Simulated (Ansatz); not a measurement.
Start from this file.

```
Al
1.0
     2.84606   -0.00066    0.00000
    -1.42359    2.40657    0.00000
     0.00000    0.00000    4.60708
Al
2
Direct
  0.66480 0.33510 0.75000
  0.32969 0.66480 0.25000
```

Q: What crystal do these data define?

A: The element is aluminium. Strictly the space group is Cmcm (No. 63, within 0.01 Å). It is a distorted form of a primitive hexagonal structure, space group P6_3/mmc (No. 194) within 0.25 Å: hexagonal close-packed (Mg type). The cell holds two atoms. Al is linked to twelve Al in an anticuboctahedral arrangement at 2.79 to 2.85 Å. The bonds build a three-dimensional framework.

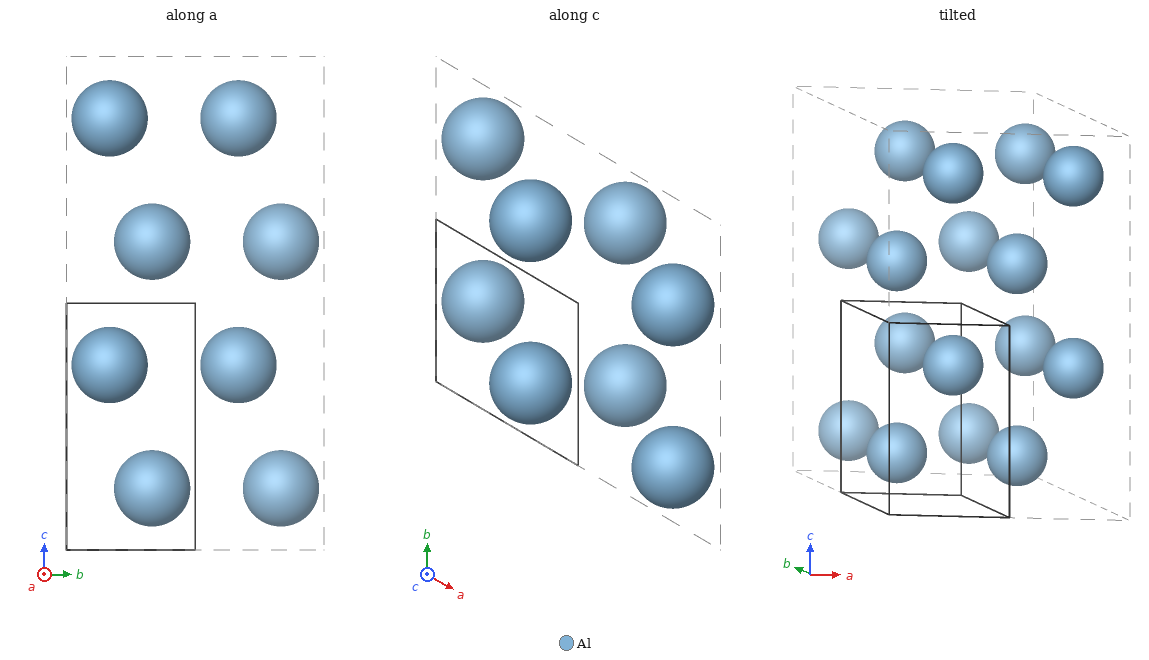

Crystal structure, spheres-only style, seen along the a axis, along the c axis and slightly off an axis. The structure is repeated 2×2×2 times; solid lines mark one unit cell.

The structure comes from a structure listed in the Materials Project. It was relaxed with Ansatz, DFT PBEsol+D3(BJ), scalar-relativistic, plane waves, PAW under a constraint or pressure on the cell, so some stress remains.
